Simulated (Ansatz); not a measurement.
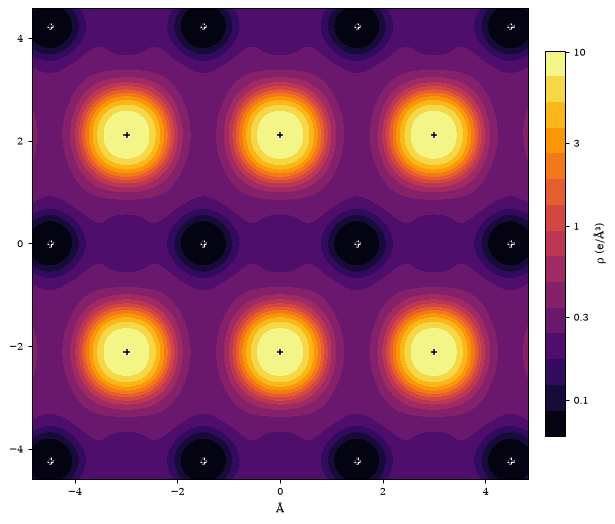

The valence pseudo-density on a plane through atoms (crosses mark nuclei in the plane).

Theory: DFT PBE, scalar-relativistic, plane waves, PAW in Ansatz.

Candidates:
A. AlCo4, a = 2.58 Å, b = 2.58 Å, c = 29.92 Å, α = 90.00°, β = 90.00°, γ = 120.00°. Space group R-3m; a structure from a database of computed crystals, not necessarily the ambient phase; spin-polarised.
B. AlRu, a = 2.99 Å, b = 2.99 Å, c = 2.99 Å, α = 90.00°, β = 90.00°, γ = 90.00°. Space group Pm-3m; computed pressure about 3 GPa in this cell; computed without spin polarisation.
C. Al, a = 4.04 Å, b = 4.04 Å, c = 4.04 Å, α = 90.00°, β = 90.00°, γ = 90.00°. Space group Fm-3m; computed without spin polarisation.

Which candidate gave the map?

Answer. Candidate B: AlRu on the (11̄0) plane of the conventional cell, which holds Al and Ru. Al–Ru (2.59 Å): ρ at the midpoint is about 0.36 e/Å³.
